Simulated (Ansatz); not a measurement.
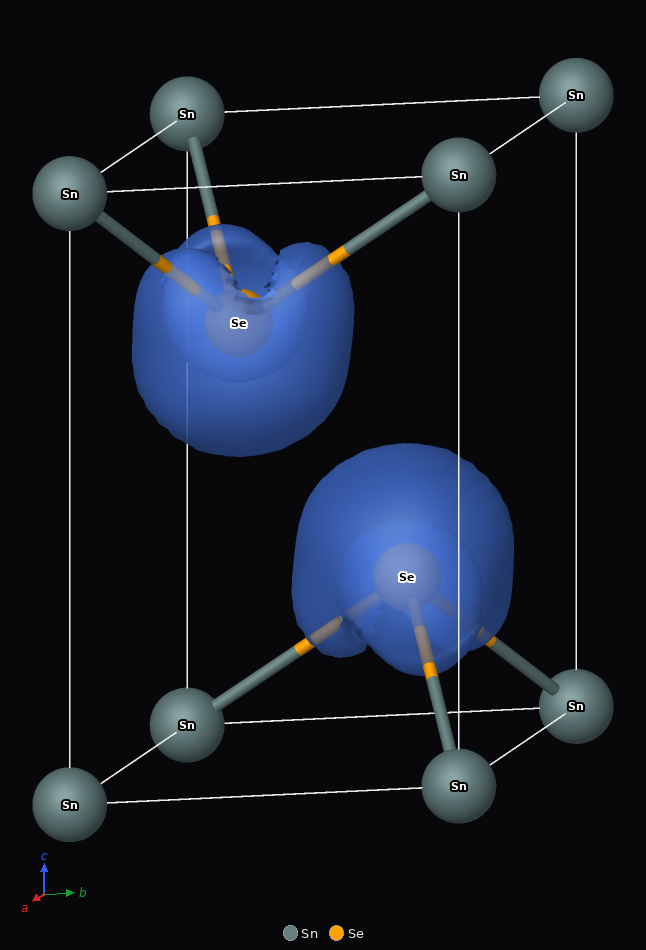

*SnSe2. Isosurface of the ELF at 0.75 (blue), seen slightly off an axis. Only the valence region is drawn (cores and ρ < 0.01 e/Å³ removed). Sticks mark near contacts.*

Space group P-3m1.

Level of theory: DFT PBE+D3(BJ), scalar-relativistic, plane waves, PAW in Ansatz.

Core electrons are frozen (PAW), and the valence fields are smoothed inside the atomic spheres.

The calculation's input:

```
crystal:
  lattice:
    - [3.8390485965, 0.0, 0.0]
    - [-1.9195242982, 3.3247136109, 0.0]
    - [0.0, 0.0, 6.0116310912]
  atoms:
    - { symbol: Sn, position: [0.0, 0.0, 0.0] }
    - { symbol: Se, position: [0.3333333333, 0.6666666667, 0.2651529969] }
    - { symbol: Se, position: [0.6666666667, 0.3333333333, 0.7348470031] }
basis:
  ecutwfc: 420
kpoints:
  mp_grid: { grid: [12, 12, 6] }
hamiltonian:
  xc: pbe
  dispersion: d3bj
scf:
  occupations: { method: gaussian, width: 0.02 }
output:
  forces: true
  stress: true
  eigenvalues: true
  write_density: true
  write_potential: true
  elf: true
  volumetric_format: npy
relax:
  adjacent_minimum: "off"
  f_tol: 0.005
  max_steps: 80
  cell: { stress_tol: 0.05 }
```

Run with:

```sh
ansatz run input.yaml --threads 1 --pin off --max-ram 2560MiB --backend cpu --events-out ev --progress --plain --runs-dir out
```

Below, planes, directions and counts refer to the conventional cell (a = 3.84 Å, b = 3.84 Å, c = 6.01 Å, α = 90.00°, β = 90.00°, γ = 120.00°).

The fields are those of the relaxed geometry.

> Identify the bonds, lone pairs and shells in this picture.

The surface consists of two regions wrapped around Se (the valence shell of each), counted in one cell of 3 atoms. Any copies at cell faces, edges or corners count once. Along the contacts the grid gives the following. Sn–Se (2.73 Å): the ELF is about 0.60 at the midpoint.

> Metal or insulator at this level of theory?

It is gapped, with a Kohn–Sham gap of 0.35 eV on the k-point mesh, an upper bound to the gap of this method.
